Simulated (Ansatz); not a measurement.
## Run report: TiCo, geometry relaxation (part 2 of 2)

TiCo (2 atoms in the cell); DFT PBEsol, scalar-relativistic, plane waves, PAW, spin-polarised (Ansatz 0.2.0); cutoff 420 eV, 6×6×6 k-mesh, Gaussian smearing of 0.1 eV, collinear spins. The structure was made by swapping elements on the sites of another compound; it need not be a known phase. It belongs to a series of runs on one base structure; here: Sc -> Ti on all its sites, cell and atoms relaxed.

Geometry of the input (Å; fractional positions):
```
3.0005  0.0000  0.0000
0.0000  3.0005  0.0000
0.0000  0.0000  3.0005
Ti 0.5000  0.5000  0.5000
Co 0.0000  0.0000  0.0000
```

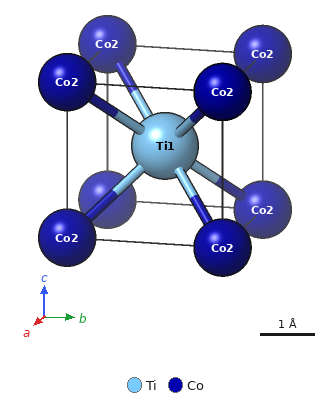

The geometry at step 1 of the log (ball-and-stick view of the cell of the calculation, seen slightly off an axis; atoms are numbered from 1 in the order of the input).

Output, continued:
```
relax step   2: F+E_penalty+E_count = -7567.73037705 eV  Δ(F+E_penalty+E_count) = -6.547e-2 eV  max|allowed force component| = 1.210e-29 eV/Å  Δτ_max = 0.0000 Å  P = +0.711 GPa  Ω = 25.186 Å³  energy of the carried Pulay correction = +9.314e-4 eV  (15 SCF iters, dr2 threshold 2.00e-7 eV, accepted)
Crystal: 2 atoms, lattice volume = 25.288 Å³
Basis set: ecut = 420 eV, 485 PW (Γ), exchange–correlation on 48×48×48 points (8 copies of the dense FFT grid, shifted against one another)
iter 1 solved again at ethr=5.43e-7 eV; its pass at ethr=3.10e-3 eV (dr2=1.58e-4 eV) is discarded
SCF iter   1: F=—  HF=-7567.730557 eV  |F-HF|=—  |Δ(HF+E_count)|=         —  Δρ=5.42e-4 (↑5.13e-4 ↓5.42e-4)  dr2=2.01e-4  dr2_m=4.09e-7  M=0.181 μB ∫|m|=0.308 μB  β_m=0.65  ethr=5.43e-7  ⟨swp⟩=2.1  Hψ=3827  notcnv=0
preconditioner: auto → none  [metal: Δε(μ)=0.072 eV  Ē_g=4.159 eV  σ=0.100 eV  W_gap=0.38  n_scr=0 (ndim 8)  ℏωp=26.6 eV  f_vac=0.000  D(μ)=2.11/eV (n_scr^D=26)]
SCF iter   2: F=—  HF=-7567.730520 eV  |F-HF|=—  |Δ(HF+E_count)|=   3.69e-5  Δρ=1.03e-3 (↑9.52e-4 ↓1.03e-3)  dr2=6.09e-4  dr2_m=4.74e-7  M=0.182 μB ∫|m|=0.309 μB  β_m=0.26  ethr=5.43e-7  ⟨swp⟩=2.0  Hψ=1354  notcnv=0  recentre
SCF iter   3: F=—  HF=-7567.730485 eV  |F-HF|=—  |Δ(HF+E_count)|=   3.50e-5  Δρ=7.93e-5 (↑7.93e-5 ↓6.71e-5)  dr2=1.90e-6  dr2_m=1.38e-7  M=0.181 μB ∫|m|=0.309 μB  β_m=0.45  ethr=5.43e-7  ⟨swp⟩=2.0  Hψ=1354  notcnv=0
SCF iter   4: F=—  HF=-7567.730497 eV  |F-HF|=—  |Δ(HF+E_count)|=   1.20e-5  Δρ=1.72e-4 (↑6.81e-5 ↓1.72e-4)  dr2=1.22e-5  dr2_m=7.10e-7  M=0.182 μB ∫|m|=0.309 μB  β_m=0.45  ethr=6.54e-9  ⟨swp⟩=2.0  Hψ=1027  notcnv=0
SCF iter   5: F=—  HF=-7567.730505 eV  |F-HF|=—  |Δ(HF+E_count)|=   7.96e-6  Δρ=1.23e-4 (↑3.22e-5 ↓1.23e-4)  dr2=5.09e-6  dr2_m=5.15e-7  M=0.182 μB ∫|m|=0.310 μB  β_m=0.31  ethr=6.54e-9  ⟨swp⟩=2.4  Hψ=1148  notcnv=0
SCF iter   6: F=—  HF=-7567.730516 eV  |F-HF|=—  |Δ(HF+E_count)|=   1.02e-5  Δρ=6.27e-5 (↑6.27e-5 ↓5.58e-5)  dr2=6.60e-8  dr2_m=7.81e-7  M=0.182 μB ∫|m|=0.310 μB  β_m=0.70  ethr=6.54e-9  ⟨swp⟩=2.0  Hψ=1355  notcnv=0
SCF iter   7: F=—  HF=-7567.730521 eV  |F-HF|=—  |Δ(HF+E_count)|=   5.53e-6  Δρ=9.13e-5 (↑9.13e-5 ↓6.24e-5)  dr2=1.52e-7  dr2_m=1.35e-6  M=0.182 μB ∫|m|=0.311 μB  β_m=0.70  ethr=2.28e-10  ⟨swp⟩=3.0  Hψ=1550  notcnv=0
SCF iter   8: F=—  HF=-7567.730518 eV  |F-HF|=—  |Δ(HF+E_count)|=   3.27e-6  Δρ=1.05e-4 (↑2.23e-5 ↓1.05e-4)  dr2=2.00e-6  dr2_m=8.63e-7  M=0.182 μB ∫|m|=0.311 μB  β_m=0.52  ethr=2.28e-10  ⟨swp⟩=3.0  Hψ=1555  notcnv=0
SCF iter   9: F=—  HF=-7567.730518 eV  |F-HF|=—  |Δ(HF+E_count)|=   1.19e-7  Δρ=5.13e-5 (↑1.26e-5 ↓5.13e-5)  dr2=9.55e-7  dr2_m=1.38e-7  M=0.183 μB ∫|m|=0.312 μB  β_m=0.76  ethr=2.28e-10  ⟨swp⟩=2.1  Hψ=1244  notcnv=0
SCF iter  10: F=—  HF=-7567.730520 eV  |F-HF|=—  |Δ(HF+E_count)|=   2.75e-6  Δρ=4.76e-5 (↑1.51e-5 ↓4.76e-5)  dr2=3.39e-7  dr2_m=2.14e-7  M=0.183 μB ∫|m|=0.312 μB  β_m=0.21  ethr=2.28e-10  ⟨swp⟩=3.0  Hψ=1445  notcnv=0
SCF iter  11: F=—  HF=-7567.730521 eV  |F-HF|=—  |Δ(HF+E_count)|=   1.53e-7  Δρ=2.32e-5 (↑1.19e-5 ↓2.32e-5)  dr2=3.20e-8  dr2_m=7.02e-8  M=0.183 μB ∫|m|=0.313 μB  β_m=0.65  ethr=2.28e-10  ⟨swp⟩=2.1  Hψ=1057  notcnv=0
SCF iter  12: F=—  HF=-7567.730521 eV  |F-HF|=—  |Δ(HF+E_count)|=   7.35e-7  Δρ=6.18e-6 (↑3.60e-6 ↓6.18e-6)  dr2=2.01e-8  dr2_m=6.98e-10  M=0.183 μB ∫|m|=0.314 μB  β_m=0.83  ethr=1.10e-10  ⟨swp⟩=2.6  Hψ=1425  notcnv=0
SCF iter  13: F=—  HF=-7567.730521 eV  |F-HF|=—  |Δ(HF+E_count)|=   6.82e-8  Δρ=2.68e-6 (↑2.12e-6 ↓2.68e-6)  dr2=4.42e-9  dr2_m=7.08e-11  M=0.184 μB ∫|m|=0.314 μB  β_m=0.91  ethr=6.94e-11  ⟨swp⟩=2.4  Hψ=1267  notcnv=0
SCF iter  14: F=-7567.730521 eV  HF=-7567.730521 eV  |F-HF|=2.57e-8  |Δ(HF+E_count)|=   9.25e-9  Δρ=6.78e-6 (↑4.53e-6 ↓6.78e-6)  dr2=2.87e-8  dr2_m=3.12e-10  M=0.184 μB ∫|m|=0.314 μB  ethr=1.52e-11  ⟨swp⟩=1.4  Hψ=2296  notcnv=0
SCF 3 converged in 14 iterations: F = -7567.730521 eV  dr2 = 2.87e-8
relax step   3: F+E_penalty+E_count = -7567.73052134 eV  Δ(F+E_penalty+E_count) = -1.443e-4 eV  max|allowed force component| = 2.551e-29 eV/Å  Δτ_max = 0.0000 Å  P = -0.084 GPa  Ω = 25.288 Å³  energy of the carried Pulay correction = +8.778e-4 eV  (14 SCF iters, dr2 threshold 2.00e-7 eV, accepted)
Basis set: ecut = 420 eV, 485 PW (Γ), exchange–correlation on 40×40×40 points (8 copies of the dense FFT grid, shifted against one another)
Initial wavefunctions: pseudopotential atomic-orbital guess (no wavefunctions were taken with the density)
iter 1 solved again at ethr=4.63e-8 eV; its pass at ethr=3.10e-3 eV (dr2=1.34e-5 eV) is discarded
SCF iter   1: F=—  HF=-7567.729879 eV  |F-HF|=—  |Δ(HF+E_count)|=         —  Δρ=2.41e-4 (↑1.52e-4 ↓2.41e-4)  dr2=1.36e-5  dr2_m=6.49e-7  M=0.183 μB ∫|m|=0.313 μB  β_m=0.65  ethr=4.63e-8  ⟨swp⟩=3.0  Hψ=5166  notcnv=0
preconditioner: auto → none  [metal: Δε(μ)=0.075 eV  Ē_g=4.160 eV  σ=0.100 eV  W_gap=0.40  n_scr=0 (ndim 8)  ℏωp=26.6 eV  f_vac=0.000  D(μ)=2.11/eV (n_scr^D=26)]
SCF iter   2: F=—  HF=-7567.729875 eV  |F-HF|=—  |Δ(HF+E_count)|=   3.84e-6  Δρ=1.58e-4 (↑1.58e-4 ↓1.44e-4)  dr2=1.95e-5  dr2_m=1.36e-8  M=0.183 μB ∫|m|=0.313 μB  β_m=0.35  ethr=4.63e-8  ⟨swp⟩=2.0  Hψ=1355  notcnv=0
SCF iter   3: F=—  HF=-7567.729876 eV  |F-HF|=—  |Δ(HF+E_count)|=   4.89e-7  Δρ=8.48e-5 (↑4.91e-5 ↓8.48e-5)  dr2=1.01e-6  dr2_m=1.24e-7  M=0.183 μB ∫|m|=0.313 μB  β_m=0.42  ethr=4.63e-8  ⟨swp⟩=2.2  Hψ=1087  notcnv=0
SCF iter   4: F=—  HF=-7567.729876 eV  |F-HF|=—  |Δ(HF+E_count)|=   2.64e-7  Δρ=1.43e-5 (↑1.43e-5 ↓1.37e-5)  dr2=4.36e-8  dr2_m=2.51e-8  M=0.183 μB ∫|m|=0.313 μB  β_m=0.46  ethr=3.47e-9  ⟨swp⟩=1.1  Hψ=765  notcnv=0
SCF iter   5: F=—  HF=-7567.729876 eV  |F-HF|=—  |Δ(HF+E_count)|=   3.35e-7  Δρ=1.07e-5 (↑1.07e-5 ↓4.87e-6)  dr2=7.86e-8  dr2_m=2.86e-9  M=0.183 μB ∫|m|=0.313 μB  β_m=0.63  ethr=1.50e-10  ⟨swp⟩=2.0  Hψ=1036  notcnv=0
SCF iter   6: F=—  HF=-7567.729877 eV  |F-HF|=—  |Δ(HF+E_count)|=   3.50e-7  Δρ=8.32e-6 (↑1.61e-6 ↓8.32e-6)  dr2=1.77e-8  dr2_m=3.73e-9  M=0.183 μB ∫|m|=0.313 μB  β_m=0.81  ethr=1.50e-10  ⟨swp⟩=2.2  Hψ=1305  notcnv=0
SCF iter   7: F=—  HF=-7567.729877 eV  |F-HF|=—  |Δ(HF+E_count)|=   2.00e-8  Δρ=8.47e-6 (↑2.21e-6 ↓8.47e-6)  dr2=2.49e-8  dr2_m=3.19e-9  M=0.183 μB ∫|m|=0.313 μB  β_m=0.91  ethr=6.11e-11  ⟨swp⟩=1.1  Hψ=767  notcnv=0
SCF iter   8: F=—  HF=-7567.729877 eV  |F-HF|=—  |Δ(HF+E_count)|=   3.09e-9  Δρ=6.94e-6 (↑6.94e-6 ↓2.38e-6)  dr2=2.41e-8  dr2_m=1.30e-9  M=0.183 μB ∫|m|=0.313 μB  β_m=0.93  ethr=6.11e-11  ⟨swp⟩=3.0  Hψ=1427  notcnv=0
SCF iter   9: F=—  HF=-7567.729877 eV  |F-HF|=—  |Δ(HF+E_count)|=   3.73e-8  Δρ=2.77e-6 (↑2.77e-6 ↓7.11e-7)  dr2=3.09e-9  dr2_m=2.53e-10  M=0.183 μB ∫|m|=0.313 μB  β_m=0.97  ethr=6.11e-11  ⟨swp⟩=2.1  Hψ=1067  notcnv=0
SCF iter  10: F=—  HF=-7567.729877 eV  |F-HF|=—  |Δ(HF+E_count)|=   5.01e-9  Δρ=5.42e-7 (↑5.42e-7 ↓2.43e-7)  dr2=4.22e-11  dr2_m=3.37e-11  M=0.183 μB ∫|m|=0.313 μB  β_m=0.98  ethr=1.07e-11  ⟨swp⟩=2.5  Hψ=1268  notcnv=0
SCF iter  11: F=-7567.729877 eV  HF=-7567.729877 eV  |F-HF|=2.55e-10  |Δ(HF+E_count)|=  1.37e-10  Δρ=6.30e-7 (↑4.73e-7 ↓6.30e-7)  dr2=2.89e-10  dr2_m=2.05e-12  M=0.183 μB ∫|m|=0.313 μB  ethr=1.00e-12  ⟨swp⟩=1.9  Hψ=2083  notcnv=0
SCF 4 converged in 11 iterations: F = -7567.729877 eV  dr2 = 2.89e-10
relax step   4: F+E_penalty+E_count = -7567.72987682 eV  Δ(F+E_penalty+E_count) = +6.445e-4 eV  max|allowed force component| = 6.732e-29 eV/Å  Δτ_max = 0.0000 Å  P = -0.113 GPa  Ω = 25.288 Å³  stress off target by 1.13e-1 GPa  SCF on the basis re-selected at this cell (its energy is not comparable with the rows above)  (11 SCF iters)
basis re-selected at this cell: Δ(F+E_penalty+E_count) = +6.445e-4 eV, ΔP = -0.029 GPa vs the last step (what re-selecting the basis moved, of the pressure what is left beyond the Pulay correction that the steps carried, after the strain that the cell walked since its last selection, with what the two solves' SCF thresholds leave and, on support functions, any second-order correction that the steps lacked; it is no measure of the basis error at this ecutwfc). The dense FFT grid was sized anew with the basis: this SCF ran on 20×20×20 points, the steps before it on 24×24×24, so part of this shift can come from that change (see relax.cell in the input reference). This SCF's stress stands 1.13e-1 GPa from its target on what of the cell is left free (relax.cell.stress_tol is 5.00e-1 GPa) and its largest allowed force component is 6.73e-29 eV/Å (relax.f_tol is 5.00e-2 eV/Å): within both
SCF converged after 11 iterations
Magnetization: 0.1834 μB (14.5917 up, 14.4083 down)
Absolute magnetization: 0.3134 μB (∫|ρ↑−ρ↓|, with the PAW one-centre terms)
Spin contamination: 0.0138 ħ² per cell (⟨S²⟩ above its minimum at these occupations)
Per-site moments (μB) at R_I (Å): [(-0.037567736616141593, 1.0485583827759792), (0.24746659603181012, 1.0485583827759792)]
Free energy (F): -7567.729877 eV
Harris-Foulkes:  -7567.729877 eV  (|F-HF|=2.55e-10)
Internal energy: -7567.719348 eV  (E = F + TS)
E sigma→0 (E₀):  -7567.724613 eV
Entropy (-TS):   -0.010528 eV (-5.264 meV/atom)
Fermi energy:    17.451577 eV
--- Per-component energies (eV) ---
  E_band       = -376.698171
  E_kinetic    = 732.391771
  E_local      = -3786.495020  (includes V_loc(G=0)·N_el)
  E_nonlocal   = 463.004102
  E_hartree    = 1601.427706
  E_xc         = -256.576673
  E_vxc        = -328.848977  (∫ρ·V_xc dr)
  E_paw        = -2505.690821  (= ΣΔE_a)
  E_vpaw       = -659.604723  (= ΣTr[D̂ρ^β])
  E_aug_tail   = 0.000177  (compensation charges beyond the density's cutoff)
  E_ewald      = -3816.108395
  E_core_change = 0.327804  (= ΣΔE_core)
  E_smearing   = -0.010528  (= −TS)
  E_closure    = -0.000000  (closes the sum)
  Σ components = -7567.729877   (vs F -7567.729877, Δ=0.00e0)
--- Forces (eV/Å), atoms counted from 1 ---
  atom   1  Ti    -0.00000000     0.00000000     0.00000000
  atom   2  Co     0.00000000     0.00000000     0.00000000
  max |Σ_I F_I| component: 1.35e-28 eV/Å
--- Stress (GPa, compression-positive) ---
       -0.112892       0.000000       0.000000
        0.000000      -0.112892       0.000000
        0.000000       0.000000      -0.112892
  P = ⅓ Tr σ = -0.1129 GPa (-1.129 kbar)
--- Band table (eV; the first three rows and the last of 40) ---
  k-point 0 ↑: bands = ["-77.4088", "-40.8239", "-40.8239", "-40.8239", "-39.3321", "-15.5224", "-15.5224", "-15.5224", "9.6042", "13.3749", "13.3749", "15.8820", "15.8820", "15.8820", "18.2604", "18.2604", "20.4140", "20.4140", "20.4140"]
  k-point 1 ↑: bands = ["-77.4083", "-40.8363", "-40.8232", "-40.8232", "-39.3165", "-15.6160", "-15.5160", "-15.5160", "10.1707", "13.6272", "13.6300", "15.8467", "15.8467", "15.9825", "17.9651", "18.3525", "19.7103", "19.7103", "20.2881"]
  k-point 2 ↑: bands = ["-77.4073", "-40.8606", "-40.8218", "-40.8218", "-39.2857", "-15.7995", "-15.5032", "-15.5032", "11.6808", "14.0192", "14.2874", "15.8023", "15.8023", "16.2032", "17.2104", "18.1451", "18.6299", "18.6299", "20.0162"]
  k-point 19 ↓: bands = ["-77.1154", "-40.5668", "-40.5668", "-40.5668", "-39.2512", "-15.8308", "-15.8308", "-15.8308", "15.0206", "15.0206", "15.0206", "15.2224", "15.2224", "15.2224", "17.0892", "17.0892", "20.8241", "20.8241", "24.9719"]
--- Relaxed structure (3 steps of the walk, 3 accepted, 1 SCFs on fresh bases) ---
  F+E_penalty+E_count = -7567.72987682 eV   max|allowed force component| = 6.732e-29 eV/Å   (the final SCF, on the basis selected at the relaxed cell)
  cell:  # Å, volume = 25.2880 Å³
    - [2.935202252396365, 2.0864241064195054e-34, 1.925929944387236e-34]
    - [8.024708101613482e-35, 2.935202252396365, 8.024708101613482e-36]
    - [-6.419766481290786e-35, 8.024708101613482e-36, 2.935202252396365]
  atoms:
    - { symbol: Ti, position: [0.49999999999999994, 0.49999999999999994, 0.49999999999999994] }
    - { symbol: Co, position: [-4.256727878354843e-47, -2.5073152492073205e-36, 4.8648318609769633e-48] }
--- Löwdin populations: 2 sites ---
  site symbol       q [e]    m [muB]
     0     Ti     11.8118    -0.0554
     1     Co     16.8420     0.2506
  spilling = 0.011936 (of n_electrons = 29.000000)
```

File populations.tsv:
```
# site	symbol	l	j	q_up	q_dn
# orbitals = lowdin
# n_electrons = 29.000000
# spilling = 0.011936
0	Ti	0_3S	-	0.961279	0.961225
0	Ti	0_4S	-	0.462868	0.467657
0	Ti	1_3P	-	2.995759	2.995839
0	Ti	2_3D	-	1.458286	1.508901
1	Co	0_3S	-	0.989169	0.989252
1	Co	0_4S	-	0.453431	0.441616
1	Co	1_3P	-	2.996206	2.996278
1	Co	2_3D	-	4.107535	3.868561
```

Trajectory as extended XYZ (Å, eV, eV/Å), 4 frames, from step=1 to step=4:
```
2
Lattice="3.0005 0.0000 0.0000 0.0000 3.0005 0.0000 0.0000 0.0000 3.0005" Properties=species:S:1:pos:R:3:forces:R:3 step=1 energy=-7567.66491 pressure_GPa=-11.26
Ti    1.5002    1.5002    1.5002    0.0000   0.0000   0.0000
Co    0.0000    0.0000    0.0000    0.0000   0.0000   0.0000
2
Lattice="2.9313 0.0000 0.0000 0.0000 2.9313 0.0000 0.0000 0.0000 2.9313" Properties=species:S:1:pos:R:3:forces:R:3 step=2 energy=-7567.73038 pressure_GPa=0.71
Ti    1.4656    1.4656    1.4656    0.0000   0.0000   0.0000
Co    0.0000    0.0000    0.0000    0.0000   0.0000   0.0000
2
Lattice="2.9352 0.0000 0.0000 0.0000 2.9352 0.0000 0.0000 0.0000 2.9352" Properties=species:S:1:pos:R:3:forces:R:3 step=3 energy=-7567.73052 pressure_GPa=-0.08
Ti    1.4676    1.4676    1.4676    0.0000   0.0000   0.0000
Co    0.0000    0.0000    0.0000    0.0000   0.0000   0.0000
2
Lattice="2.9352 0.0000 0.0000 0.0000 2.9352 0.0000 0.0000 0.0000 2.9352" Properties=species:S:1:pos:R:3:forces:R:3 step=4 energy=-7567.72988 pressure_GPa=-0.11
Ti    1.4676    1.4676    1.4676    0.0000   0.0000   0.0000
Co    0.0000    0.0000    0.0000    0.0000   0.0000   0.0000
```

Results in brief:

```tsv
quantity	value
outcome	converged
space group (tolerance 0.01 Å)	Pm-3m (221)
electrons treated	29
free energy	−7567.7299 eV
Fermi energy	17.452 eV
gap on the k-point mesh	none (metallic)
net moment of the cell	0.18 μB
integrated absolute moment	0.31 μB
pressure	−0.11 GPa
final volume	25.29 Å³
largest force (length of the vector) at the end	under 0.001 eV/Å
final cell	a = 2.935 Å, b = 2.935 Å, c = 2.935 Å, α = 90.00°, β = 90.00°, γ = 90.00°
hardware	1 thread of Arm Neoverse V2, 24 GiB of memory available, shared host
wall time	10 s
peak memory	0.3 GiB
```
